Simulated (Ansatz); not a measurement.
# Zr3S2: one change and its effect

System: Zr3S2 (5 atoms in the cell).
Method of run A: DFT PBE, scalar-relativistic, plane waves, PAW, no spin polarisation (Ansatz 0.2.0).

The structure was made by a generator, so it may or may not be a known phase. Text and figures count atoms from 1; the logs count them from 0 in places.

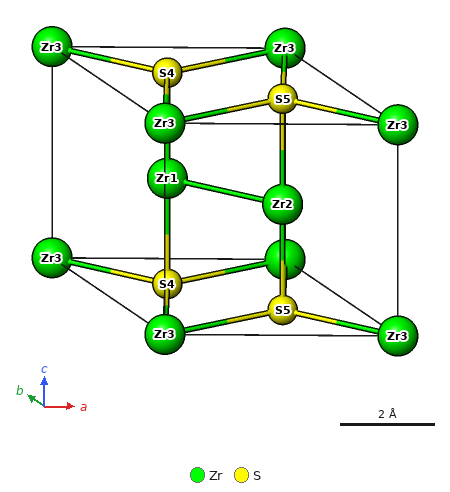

Fig. 1: The structure as given in the input (ball-and-stick view of the cell of the calculation, seen at an oblique angle; atoms are numbered from 1 in the order of the input).

### The input, run A
```yaml
crystal:
  lattice:
    - [4.9777396886, 0.0, 0.0]
    - [-2.4888698443, 4.3108490238, 0.0]
    - [0.0, 0.0, 4.8681324246]
  atoms:
    - { symbol: Zr, position: [0.3333333333, 0.6666666667, 0.5] }
    - { symbol: Zr, position: [0.6666666667, 0.3333333333, 0.5] }
    - { symbol: Zr, position: [0.0, 0.0, 0.0] }
    - { symbol: S, position: [0.3333333333, 0.6666666667, 0.0] }
    - { symbol: S, position: [0.6666666667, 0.3333333333, 0.0] }
basis:
  ecutwfc: 420
kpoints:
  mp_grid: { grid: [12, 12, 8] }
hamiltonian:
  xc: pbe
scf:
  occupations: { method: gaussian, width: 0.1 }
output:
  forces: true
  stress: true
  eigenvalues: true
relax:
  adjacent_minimum: "off"
  f_tol: 0.01
  max_steps: 80
  cell: { stress_tol: 0.05 }
```

Launched with:
```bash
ansatz run input.yaml --threads 1 --pin off --max-ram 2560MiB --backend cpu --events-out ev --progress --plain --runs-dir out
```

Hardware: 1 thread of Intel Xeon @ 2.70GHz, 189 GiB of memory available, shared host.

### Output, shortened to warnings, some set-up lines, iterations and results (run A)
```
Basis set: ecut = 420 eV, 2063 PW (Γ), exchange–correlation on 72×72×72 points (8 copies of the dense FFT grid, shifted against one another)
Symmetry: 24 space group operations
k-points: 95 of 1152
Initial density: superposition of atomic densities (neutral atoms: chi_scale 0, normalization atom), corrected by the library's trained network
[...]
SCF iter   1: F=—  HF=-14358.278584 eV  |F-HF|=—  |Δ(HF+E_count)|=         —  Δρ=9.36e-3  dr2=2.19e-1  ethr=1.77e-3  ⟨swp⟩=5.2  Hψ=11204  notcnv=0
SCF iter   2: F=—  HF=-14358.250134 eV  |F-HF|=—  |Δ(HF+E_count)|=   2.85e-2  Δρ=5.17e-3  dr2=5.81e-2  ethr=4.56e-4  ⟨swp⟩=1.0  Hψ=3518  notcnv=0
SCF iter   3: F=—  HF=-14358.240146 eV  |F-HF|=—  |Δ(HF+E_count)|=   9.99e-3  Δρ=2.25e-3  dr2=1.63e-2  ethr=1.21e-4  ⟨swp⟩=2.2  Hψ=3595  notcnv=0
SCF iter   4: F=—  HF=-14358.237362 eV  |F-HF|=—  |Δ(HF+E_count)|=   2.78e-3  Δρ=7.37e-4  dr2=1.45e-3  ethr=3.40e-5  ⟨swp⟩=2.0  Hψ=3225  notcnv=0  defer=1
SCF iter   5: F=—  HF=-14358.237065 eV  |F-HF|=—  |Δ(HF+E_count)|=   2.97e-4  Δρ=2.68e-4  dr2=1.05e-4  ethr=3.01e-6  ⟨swp⟩=2.0  Hψ=3449  notcnv=0
[... 21 lines ...]
SCF iter   3: F=—  HF=-14358.237859 eV  |F-HF|=—  |Δ(HF+E_count)|=   2.59e-9  Δρ=9.82e-7  dr2=2.09e-9  ethr=1.28e-11  ⟨swp⟩=2.8  Hψ=3840  notcnv=0
SCF iter   4: F=—  HF=-14358.237859 eV  |F-HF|=—  |Δ(HF+E_count)|=  2.44e-10  Δρ=5.18e-7  dr2=2.07e-10  ethr=4.36e-12  ⟨swp⟩=2.1  Hψ=3283  notcnv=0
SCF iter   5: F=-14358.237859 eV  HF=-14358.237859 eV  |F-HF|=2.91e-11  |Δ(HF+E_count)|=  6.18e-11  Δρ=1.18e-7  dr2=3.70e-11  ethr=1.00e-12  ⟨swp⟩=4.5  Hψ=10602  notcnv=0
SCF 4 converged in 5 iterations: F = -14358.237859 eV  dr2 = 3.70e-11
relax step   4: F+E_penalty+E_count = -14358.23785894 eV  Δ(F+E_penalty+E_count) = -3.467e-5 eV  max|allowed force component| = 1.554e-16 eV/Å  Δτ_max = 0.0000 Å  P = -0.019 …
basis re-selected at this cell: Δ(F+E_penalty+E_count) = -3.467e-5 eV, ΔP = +0.000 GPa vs the last step (what re-selecting the basis moved, of the pressure what is left beyond the Pulay correction that the steps carried, after the strain that the cell walked since its last selection, with what the …
SCF converged after 5 iterations
Free energy (F): -14358.237859 eV
Harris-Foulkes:  -14358.237859 eV  (|F-HF|=2.91e-11)
Internal energy: -14358.215902 eV  (E = F + TS)
E sigma→0 (E₀):  -14358.226881 eV
Entropy (-TS):   -0.021957 eV (-4.391 meV/atom)
Fermi energy:    12.091304 eV
--- Per-component energies (eV) ---
  E_band       = -312.327790
  E_kinetic    = 1216.523189
  E_local      = -2286.448193  (includes V_loc(G=0)·N_el)
  E_nonlocal   = 298.410495
  E_hartree    = 730.115288
  E_xc         = -680.486878
  E_vxc        = -749.655422  (∫ρ·V_xc dr)
  E_paw        = -10063.088219  (= ΣΔE_a)
  E_vpaw       = -251.388551  (= ΣTr[D̂ρ^β])
  E_aug_tail   = 0.000079  (compensation charges beyond the density's cutoff)
  E_ewald      = -3573.241662
  E_smearing   = -0.021957  (= −TS)
  E_closure    = -0.000000  (closes the sum)
  Σ components = -14358.237859   (vs F -14358.237859, Δ=0.00e0)
--- Forces (eV/Å), atoms counted from 1 ---
  atom   1  Zr    -0.00000000     0.00000000     0.00000000
  atom   2  Zr    -0.00000000    -0.00000000    -0.00000000
  atom   3  Zr    -0.00000000    -0.00000000     0.00000000
  atom   4  S      0.00000000    -0.00000000    -0.00000000
  atom   5  S      0.00000000     0.00000000     0.00000000
  max |Σ_I F_I| component: 3.70e-17 eV/Å
--- Stress (GPa, compression-positive) ---
       -0.008246      -0.000000       0.000000
       -0.000000      -0.008246      -0.000000
        0.000000      -0.000000      -0.040093
  P = ⅓ Tr σ = -0.0189 GPa (-0.189 kbar)
--- Relaxed structure (3 steps of the walk, 3 accepted, 1 SCFs on fresh bases) ---
  F+E_penalty+E_count = -14358.23785894 eV   max|allowed force component| = 1.554e-16 eV/Å   (the final SCF, on the basis selected at the relaxed cell)
  cell:  # Å, volume = 104.7916 Å³
    - [4.988614814090166, 0.0, 0.0]
    - [-2.494307407045083, 4.320267158697468, 0.0]
    - [0.0, 0.0, 4.862234986500887]
  atoms:
    - { symbol: Zr, position: [0.3333333333333333, 0.6666666666666666, 0.5] }
[...]
```

The input of run B differs as follows (lines with − go, lines with + come):
```diff
+  n_extra_bands: 32
+  convergence: { dr2_threshold: 1.0e-06 }
```

How does run B compare with run A?

Both reach the same energy, so the change doesn't alter the result. The SCF takes 24 iterations over all geometry steps against 23.

### Output, shortened to warnings, some set-up lines, iterations and results (run B)
```
Warning: scf.convergence.dr2_threshold = 1e-6 eV is looser than this run's default, which is 1e-7 eV or tighter. The error in the forces grows as the threshold's square root, so leave the key out unless less accurate forces are enough
Warning: relax.cell: scf.convergence.dr2_threshold = 1e-6 eV is looser than the 5e-10 eV advised for a relaxation that steers and ends on the stress (1e-10 eV for each atom of the cell: 5). What an SCF threshold leaves in a stress goes as its square root, and in the free energy as the threshold itself, and one threshold admits the most on a small cell: of the crystals measured, under no hybrid …
Basis set: ecut = 420 eV, 2063 PW (Γ), exchange–correlation on 72×72×72 points (8 copies of the dense FFT grid, shifted against one another)
Symmetry: 24 space group operations
k-points: 95 of 1152
Initial density: superposition of atomic densities (neutral atoms: chi_scale 0, normalization atom), corrected by the library's trained network
[...]
SCF iter   1: F=—  HF=-14358.279006 eV  |F-HF|=—  |Δ(HF+E_count)|=         —  Δρ=9.31e-3  dr2=2.15e-1  ethr=1.77e-3  ⟨swp⟩=5.2  Hψ=22376  notcnv=0  defer=1302
SCF iter   2: F=—  HF=-14358.257922 eV  |F-HF|=—  |Δ(HF+E_count)|=   2.11e-2  Δρ=6.01e-3  dr2=1.06e-1  ethr=4.47e-4  ⟨swp⟩=1.0  Hψ=6175  notcnv=0  defer=1455
SCF iter   3: F=—  HF=-14358.237853 eV  |F-HF|=—  |Δ(HF+E_count)|=   2.01e-2  Δρ=1.38e-3  dr2=3.53e-3  ethr=2.21e-4  ⟨swp⟩=2.1  Hψ=4003  notcnv=0  defer=1455
SCF iter   4: F=—  HF=-14358.237179 eV  |F-HF|=—  |Δ(HF+E_count)|=   6.73e-4  Δρ=4.25e-4  dr2=4.73e-4  ethr=7.36e-6  ⟨swp⟩=1.9  Hψ=4626  notcnv=0  defer=1559
SCF iter   5: F=—  HF=-14358.237097 eV  |F-HF|=—  |Δ(HF+E_count)|=   8.26e-5  Δρ=1.49e-4  dr2=3.37e-5  ethr=9.85e-7  ⟨swp⟩=1.4  Hψ=4613  notcnv=0  defer=1837
[... 22 lines ...]
SCF iter   4: F=-14358.237859 eV  HF=-14358.237859 eV  |F-HF|=1.46e-11  |Δ(HF+E_count)|=  2.29e-10  Δρ=1.21e-7  dr2=3.62e-11  ethr=1.00e-12  ⟨swp⟩=1.1  Hψ=4877  notcnv=0
SCF iter   5: F=-14358.237859 eV  HF=-14358.237859 eV  |F-HF|=5.46e-12  |Δ(HF+E_count)|=  3.64e-12  Δρ=4.43e-8  dr2=1.78e-12  ethr=1.00e-12  ⟨swp⟩=1.0  Hψ=4861  notcnv=0
SCF iter   6: F=-14358.237859 eV  HF=-14358.237859 eV  |F-HF|=3.64e-12  |Δ(HF+E_count)|=  3.64e-12  Δρ=2.33e-8  dr2=3.08e-13  ethr=1.00e-12  ⟨swp⟩=4.6  Hψ=15955  notcnv=0
SCF 4 converged in 6 iterations: F = -14358.237859 eV  dr2 = 3.08e-13
relax step   4: F+E_penalty+E_count = -14358.23785858 eV  Δ(F+E_penalty+E_count) = -3.424e-5 eV  max|allowed force component| = 1.850e-16 eV/Å  Δτ_max = 0.0000 Å  P = -0.019 …
basis re-selected at this cell: Δ(F+E_penalty+E_count) = -3.424e-5 eV, ΔP = +0.000 GPa vs the last step (what re-selecting the basis moved, of the pressure what is left beyond the Pulay correction that the steps carried, after the strain that the cell walked since its last selection, with what the …
SCF converged after 6 iterations
Free energy (F): -14358.237859 eV
Harris-Foulkes:  -14358.237859 eV  (|F-HF|=3.64e-12)
Internal energy: -14358.215902 eV  (E = F + TS)
E sigma→0 (E₀):  -14358.226880 eV
Entropy (-TS):   -0.021957 eV (-4.391 meV/atom)
Fermi energy:    12.091318 eV
--- Per-component energies (eV) ---
  E_band       = -312.327231
  E_kinetic    = 1216.523426
  E_local      = -2286.447385  (includes V_loc(G=0)·N_el)
  E_nonlocal   = 298.410489
  E_hartree    = 730.115125
  E_xc         = -680.486960
  E_vxc        = -749.655530  (∫ρ·V_xc dr)
  E_paw        = -10063.088230  (= ΣΔE_a)
  E_vpaw       = -251.388556  (= ΣTr[D̂ρ^β])
  E_aug_tail   = 0.000079  (compensation charges beyond the density's cutoff)
  E_ewald      = -3573.242445
  E_smearing   = -0.021957  (= −TS)
  E_closure    = -0.000000  (closes the sum)
  Σ components = -14358.237859   (vs F -14358.237859, Δ=0.00e0)
--- Forces (eV/Å), atoms counted from 1 ---
  atom   1  Zr     0.00000000    -0.00000000     0.00000000
  atom   2  Zr     0.00000000     0.00000000     0.00000000
  atom   3  Zr    -0.00000000     0.00000000     0.00000000
  atom   4  S      0.00000000     0.00000000     0.00000000
  atom   5  S      0.00000000    -0.00000000     0.00000000
  max |Σ_I F_I| component: 1.85e-17 eV/Å
--- Stress (GPa, compression-positive) ---
       -0.008323       0.000000       0.000000
        0.000000      -0.008323       0.000000
        0.000000       0.000000      -0.039274
  P = ⅓ Tr σ = -0.0186 GPa (-0.186 kbar)
--- Relaxed structure (3 steps of the walk, 3 accepted, 1 SCFs on fresh bases) ---
  F+E_penalty+E_count = -14358.23785858 eV   max|allowed force component| = 1.850e-16 eV/Å   (the final SCF, on the basis selected at the relaxed cell)
  cell:  # Å, volume = 104.7915 Å³
    - [4.98861769326119, 0.0, 0.0]
    - [-2.494308846630595, 4.320269652132717, 0.0]
    - [0.0, 0.0, 4.862224868532034]
  atoms:
    - { symbol: Zr, position: [0.33333333333333326, 0.6666666666666665, 0.5] }
[...]
```

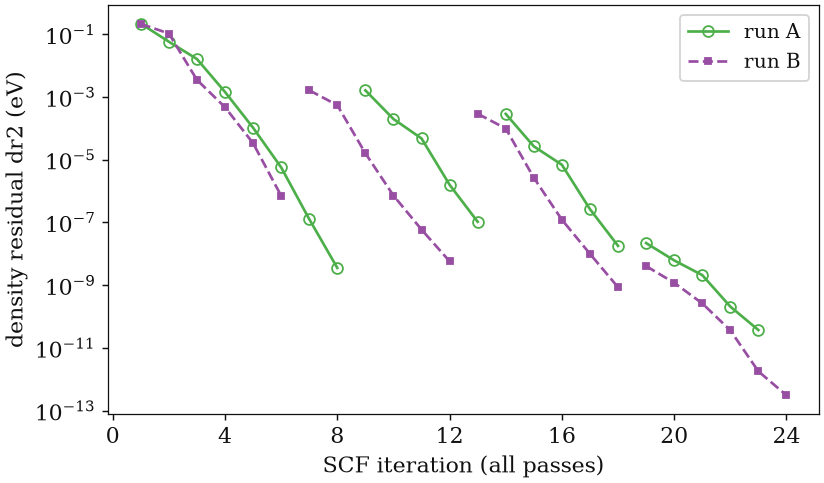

Fig. 2: Convergence of the two runs: density residual dr2 against the SCF iteration. A break in a curve parts two SCF passes. Run A takes 23 iterations in all, and run B takes 24.

### The two runs side by side

```tsv
quantity	run A	run B
outcome	converged	converged
free energy per atom (eV)	−2871.6476	−2871.6476
energy per atom, smearing taken to zero (eV)	−2871.6454	−2871.6454
gap on the mesh (eV)	0.00	0.00
pressure (GPa)	−0.02	−0.02
largest force (eV/Å)	0.000	0.000
SCF iterations	23	24
irreducible k-points	95	95
wall time (shared host)	84 s	1.8 min
```

For run B: Warnings: the SCF threshold is loose for the printed forces; the SCF threshold is looser than advised for the printed stress.
